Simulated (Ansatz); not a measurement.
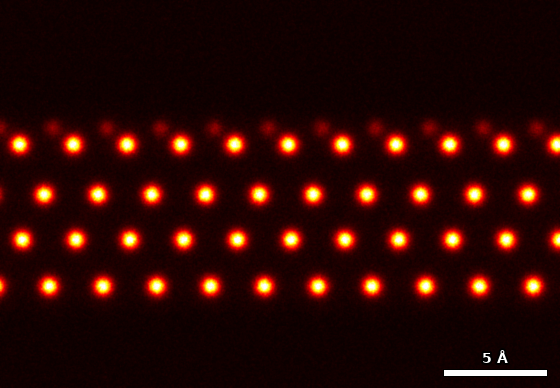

Cross-section of a (110) slab of Ti (Im-3m) with overall composition Ti4O, seen along a direction in its plane, the normal pointing up. Simulation: incoherent imaging, intensity Z^1.8 per atom, probe width 0.65 Å, thin sample. The probe carries 25 % of its weight in a tail 2.5 times as wide. Shot noise was added. Structure used: coordinates from a relaxation in a fixed cell under constraints with DFT r2SCAN, scalar-relativistic, plane waves, PAW in Ansatz.

How many atomic planes does the slab have, and what do they hold from top to bottom?

Answer. 5 planes (atoms within 0.35 Å in height count as one plane):

```csv
plane,content,depth below the top plane (Å)
1,O,0.0
2,Ti,0.8
3,Ti,3.3
4,Ti,5.5
5,Ti,7.8
```

How thick is it, and how does it end on either side?

Answer. The outermost planes are 7.8 Å apart. The upper face ends in O and the lower in Ti, so the sequence of planes is different from the two sides.
